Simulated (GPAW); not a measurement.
# B K ELNES/XANES of BP (F-43m) from DFT

How does the B K edge of BP (F-43m) move when the bonds are compressed or stretched?

Calculated with GPAW 26.7.0; X-ray absorption from dipole matrix elements to empty bands, plane-wave PAW LDA.

### 1. The structure

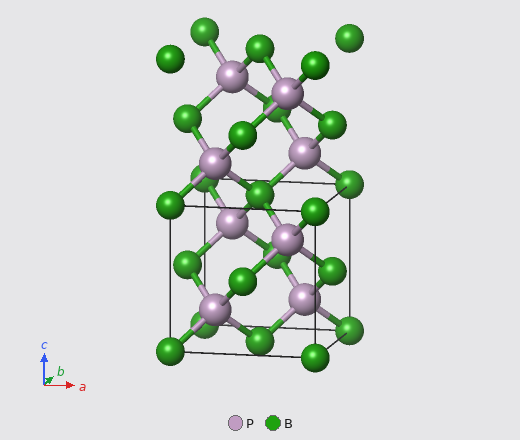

Start, viewed slightly off an axis; phosphorus pink, boron green. 1×1×2 cells are drawn. This picture shows the conventional cell, with its axes. Bonds to atoms that aren't drawn are left out. Some periodic images of atoms are drawn too.

Structure file:

```cif
data_structure
_symmetry_space_group_name_H-M 'F-43m'
_symmetry_Int_Tables_number 216
_cell_length_a 4.5380
_cell_length_b 4.5380
_cell_length_c 4.5380
_cell_angle_alpha 90.000
_cell_angle_beta 90.000
_cell_angle_gamma 90.000
_cell_volume 93.45
loop_
_atom_site_label
_atom_site_type_symbol
_atom_site_symmetry_multiplicity
_atom_site_Wyckoff_symbol
_atom_site_fract_x
_atom_site_fract_y
_atom_site_fract_z
_atom_site_occupancy
P1 P 4 c 0.25000 0.25000 0.25000 1
B1 B 4 a 0.00000 0.00000 0.00000 1
```

### 2. The field without a hole

The ground state comes first: it tells whether the system has a gap, which decides how the excited electron is treated.

Input file scf.py:

```python
import numpy as np
from ase import Atoms
from ase.parallel import parprint, paropen
from gpaw import GPAW, PW, FermiDirac, Mixer, MixerDif, setup_paths
from gpaw.test import gen
setup_paths.insert(0, '.')
gen('B', name='nch1s', xcname='LDA', corehole=(1, 0, 0), write_xml=True)
from gpaw.mpi import world
world.barrier()

atoms = Atoms('PB',
    cell=[[0, 2.269, 2.269],
     [2.269, 0, 2.269],
     [2.269, 2.269, 0]],
    scaled_positions=[[0.75, 0.75, 0.75],
     [0, 0, 0]],
    pbc=True)
atoms.calc = calc = GPAW(legacy_gpaw=True, mode=PW(430, force_complex_dtype=True), xc='LDA', setups={1: 'nch1s'},
    kpts={'size': (9, 9, 9), 'gamma': True}, occupations=FermiDirac(0.05),
    charge=0, mixer=Mixer(0.1, 5, 50), maxiter=150,
    convergence={'density': 0.0001, 'eigenstates': 1e-6}, txt='scf.txt')
energy = atoms.get_potential_energy() + calc.get_reference_energy()
ef = calc.get_fermi_level()
out = dict(energy=energy, fermi=ef, forces=atoms.get_forces().tolist())
parprint(f'all-electron energy {energy:.4f} eV, Fermi level {ef:.4f} eV')
ev = np.array([[calc.get_eigenvalues(k, s) for k in range(len(calc.get_ibz_k_points()))] for s in range(calc.get_number_of_spins())])
out['homo'], out['lumo'], out['counts'] = ev[ev < ef].max(), ev[ev > ef].min(), sorted(set((ev < ef).sum((0, 2)).tolist()))
out['filled'] = (ev[:, 0] < ef).sum(1).tolist()
import json
with paropen('out.json', 'w') as f:
    json.dump(out, f)
```

Run with:

```
$ OMP_NUM_THREADS=1 mpirun -n 4 gpaw python scf.py
```

Numbers of over 12 decimals in the logs are rounded to 6 here.

Log:

```text
Input parameters:
  convergence: {density: 0.0001,
                eigenstates: 1e-06}
  kpts: {gamma: True,
         size: (9, 9, 9)}
  maxiter: 150
  mixer: {backend: pulay,
          beta: 0.1,
          method: separate,
          nmaxold: 5,
          weight: 50}
  mode: {ecut: 430.0,
         force_complex_dtype: True,
         name: pw}
  occupations: {fixmagmom: False,
                name: fermi-dirac,
                width: 0.05}
  setups: {1: nch1s}

Initialize ...

[... PAW data sets ...]

Reference energy: -9935.220094  # eV

Spin-paired calculation

[... convergence settings ...]
Symmetries present (total): 24
  [... symmetry matrices ...]

729 k-points: 9 x 9 x 9 Monkhorst-Pack grid
35 k-points in the irreducible part of the Brillouin zone
       k-points in crystal coordinates                weights
   0:     0.00000000    0.00000000    0.00000000          1/729
   1:     0.11111111    0.11111111    0.00000000          6/729
   2:     0.11111111    0.11111111    0.11111111          8/729
   3:     0.22222222    0.11111111    0.11111111         12/729
   4:     0.22222222    0.22222222    0.00000000          6/729
   5:     0.22222222    0.22222222    0.11111111         24/729
   6:     0.22222222    0.22222222    0.22222222          8/729
   7:     0.33333333    0.22222222    0.11111111         24/729
   8:     0.33333333    0.22222222    0.22222222         24/729
   9:     0.33333333    0.33333333   -0.33333333         12/729
          ...
  34:     0.44444444    0.44444444    0.44444444          8/729

Wave functions: Plane wave expansion
  Cutoff energy: 430.000 eV
  Number of coefficients (min, max): 459, 495
  Pulay-stress correction: 0.000000 eV/Ang^3 (de/decut=0.000000)
  Using FFTW library
  Wavefunction extrapolation:
    Improved wavefunction reuse through dual PAW basis

Occupation numbers: Fermi-Dirac:
  width: 0.0500  # eV

Eigensolver
   Davidson(niter=2)

Densities:
  Coarse grid: 16*16*16 grid
  Fine grid: 32*32*32 grid
  Total Charge: 0.000000

Density mixing:
  Method: separate
  Backend: pulay
  Linear mixing parameter: 0.1
  old densities: 5
  Width of damping distribution: 1.1
  Damping of long wavelength oscillations: 50

[... Hamiltonian set-up ...]
Number of atoms: 2
Number of atomic orbitals: 8
Number of bands in calculation: 8
Number of valence electrons: 8
Bands to converge: occupied

... initialized

Initializing position-dependent things.

Density initialized from atomic densities
Creating initial wave functions:
  8 bands from LCAO basis set

                  P

       B

Atomic positions and initial magnetic moments

Positions:
   0 P      3.403500    3.403500    3.403500    ( 0.0000,  0.0000,  0.0000)
   1 B      0.000000    0.000000    0.000000    ( 0.0000,  0.0000,  0.0000)

Unit cell:
           periodic     x           y           z      points  spacing
  1. axis:    yes    0.000000    2.269000    2.269000    16     0.1638
  2. axis:    yes    2.269000    0.000000    2.269000    16     0.1638
  3. axis:    yes    2.269000    2.269000    0.000000    16     0.1638

  Lengths:   3.208851   3.208851   3.208851
  Angles:   60.000000  60.000000  60.000000

Effective grid spacing dv^(1/3) = 0.1787

iter:   1   -15.057838
iter:   2   -14.821114   -1.60  -0.70
iter:   3   -14.373223   -1.31  -0.77
iter:   4   -14.353268   -2.67  -1.25
iter:   5   -14.352651   -2.21  -1.45
iter:   6   -14.343978   -3.09  -1.66
iter:   7   -14.341835   -3.78  -2.01
iter:   8   -14.341765c  -4.34  -2.68
iter:   9   -14.341769c  -4.91  -3.04
iter:  10   -14.341737c  -5.55  -2.96
iter:  11   -14.341737c  -6.97c -4.08c

Converged after 11 iterations.

Dipole moment: (3.569480, 3.569480, 3.569480) |e|*Ang

Energy contributions relative to reference atoms: (reference = -9935.220094)

Kinetic:        +13.593254
Potential:      -11.799392
External:        +0.000000
XC:             -16.108561
Entropy (-ST):   -0.000000
Local:           -0.027038
SIC:             +0.000000
--------------------------
Free energy:    -14.341737
Extrapolated:   -14.341737

Showing only first 2 kpts
 Kpt  Band  Eigenvalues  Occupancy
  0     2      8.00541    1.99998
  0     3      8.00541    1.99998
  0     4     11.38340    0.00000
  0     5     11.38340    0.00000

  1     2      7.01598    2.00000
  1     3      7.06764    2.00000
  1     4     10.85134    0.00000
  1     5     12.68865    0.00000

Fermi level: 8.58915

Gap: 1.206 eV
Transition (v -> c):
  (s=0, k=0, n=3, [0.00, 0.00, 0.00]) -> (s=0, k=30, n=4, [0.44, 0.44, 0.00])
Direct/indirect transitions are different
Direct gap: 3.378 eV
Transition at: (s=0, k=0, n=3, [0.00, 0.00, 0.00])

Forces in eV/Ang:
  0 P     0.00000    0.00000   -0.00000
  1 B     0.00000    0.00000    0.00000
Scalar-relativistic atomic LDA calculation for B (Boron, Z=5)
Core hole in 1s state (1s occupation: 2.0)
300 radial gridpoints.
|------------------------------------------------|
|------------------------------------------------|
[... the atom generator's iteration count ...]

Energy contributions:
-------------------------
Kinetic:      +24.180604
XC:            -3.523894
Potential:    -45.007336
-------------------------
Total:        -24.350626

state      eigenvalue         ekin         rmax
-----------------------------------------------
1s^2.0 :    -6.565858    10.670813        0.212
2s^2.0 :    -0.344821     1.048488        1.518
2p^1.0 :    -0.136481     0.742001        1.561
-----------------------------------------------
(units: Bohr and Hartree)

Generating PAW setup
Kinetic energy of the core from tauc = 21.348427
Cutoffs:
rc(s)=1.200
rc(p)=1.200
rc(d)=1.200
rc(vbar)=1.080
rc(comp)=1.200
rc(nct)=1.200

Kinetic energy of the core states: 21.341627
Charge: 0.0
Core electrons: 2.0
Valence electrons: 3.0
Pseudo-core charge: 0.117059
Shape function alpha=6.944
Pseudo-electron charge 3.110279
state    eigenvalue         norm
--------------------------------
2s(2) :    -0.344821     1.005361
*s    :     0.655179
2p(1) :    -0.136481     0.982498
*p    :     0.863519
*d    :     0.000000
--------------------------------

Diagonalizing with gridspacing h=0.050

state   all-electron     PAW
-------------------------------
2s:      -0.344821    -0.345234
2p:      -0.136481    -0.136840
*d:                    0.041809
*f:                    0.072211
-------------------------------
all-electron energy -9949.5618 eV, Fermi level 8.5891 eV
```

It took 3.5 s on 4 MPI ranks of Intel Xeon Platinum 8488C (Sapphire Rapids), shared host; peak memory 0.16 GiB; 13 s of CPU time.

The mesh shows a gap of 1.21 eV, so the hole is first treated in a charged cell, without the excited electron.

### 3. Reference energy of the supercell

The photon energy needs a difference of total energies, so the cell and mesh of the coming hole run are first run without a hole.

scf.py: that of step 2 with these lines changed.

```diff
@@ -10,11 +10,21 @@
 
-atoms = Atoms('PB',
-    cell=[[0, 2.269, 2.269],
-     [2.269, 0, 2.269],
-     [2.269, 2.269, 0]],
-    scaled_positions=[[0.75, 0.75, 0.75],
-     [0, 0, 0]],
+atoms = Atoms('P6B6',
+    cell=[[2.269, 4.538, 2.269],
+     [4.538, -2.269, -2.269],
+     [2.269, 2.269, -4.538]],
+    scaled_positions=[[0.125, 0.375, 0.625],
+     [0.625, 0.54166667, 0.79166667],
+     [0.125, 0.70833333, 0.95833333],
+     [0.625, 0.875, 0.125],
+     [0.125, 0.04166667, 0.29166667],
+     [0.625, 0.20833333, 0.45833333],
+     [0, 0, 0],
+     [0.5, 0.16666667, 0.16666667],
+     [0, 0.33333333, 0.33333333],
+     [0.5, 0.5, 0.5],
+     [0, 0.66666667, 0.66666667],
+     [0.5, 0.83333333, 0.83333333]],
     pbc=True)
-atoms.calc = calc = GPAW(legacy_gpaw=True, mode=PW(430, force_complex_dtype=True), xc='LDA', setups={1: 'nch1s'},
-    kpts={'size': (9, 9, 9), 'gamma': True}, occupations=FermiDirac(0.05),
+atoms.calc = calc = GPAW(legacy_gpaw=True, mode=PW(430, force_complex_dtype=True), xc='LDA', setups={6: 'nch1s'},
+    kpts={'size': (3, 4, 4), 'gamma': True}, occupations=FermiDirac(0.02),
     charge=0, mixer=Mixer(0.1, 5, 50), maxiter=150,
```

Log:

```text
Input parameters:
  convergence: {density: 0.0001,
                eigenstates: 1e-06}
  kpts: {gamma: True,
         size: (3, 4, 4)}
  maxiter: 150
  mixer: {backend: pulay,
          beta: 0.1,
          method: separate,
          nmaxold: 5,
          weight: 50}
  mode: {ecut: 430.0,
         force_complex_dtype: True,
         name: pw}
  occupations: {fixmagmom: False,
                name: fermi-dirac,
[...]
--------------------------------
2s(2) :    -0.344821     1.005361
*s    :     0.655179
2p(1) :    -0.136481     0.982498
*p    :     0.863519
*d    :     0.000000
--------------------------------

Diagonalizing with gridspacing h=0.050

state   all-electron     PAW
-------------------------------
2s:      -0.344821    -0.345234
2p:      -0.136481    -0.136840
*d:                    0.041809
*f:                    0.072211
-------------------------------
all-electron energy -59697.3716 eV, Fermi level 8.6094 eV
[key lines of the parts left out:]
Converged after 17 iterations.
Dipole moment: (-6.215468, -8.986330, -6.215468) |e|*Ang
Free energy:    -86.051028
Fermi level: 8.60939
```

It took 15 s on 4 MPI ranks; peak memory 0.23 GiB; 57 s of CPU time.

Reference energy: -59697.372 eV with the cores included.

[end of part 1 of 4]

[Banner, clock and machine lines of the logs are left out without a mark of their own.]

[Logs are printed without paths, hosts, clocks, repeated set-up lines and the standing remarks that a program may print on its own settings, such as how far it seeks lower states.]

[Hosts, paths, dates, database ids (printed as entryN), source tags and the programs' standing remarks are cut or masked in the printed files.]

[Lists of maxima count a maximum above −3 eV only where it reaches 4 % of the highest in the window and stands out from its surroundings by 2 % of it (1.5 % where it reaches 55 %); shoulders and weaker maxima are passed over, and of the rest the first, up to two pre-edge ones and the few strongest are named.]
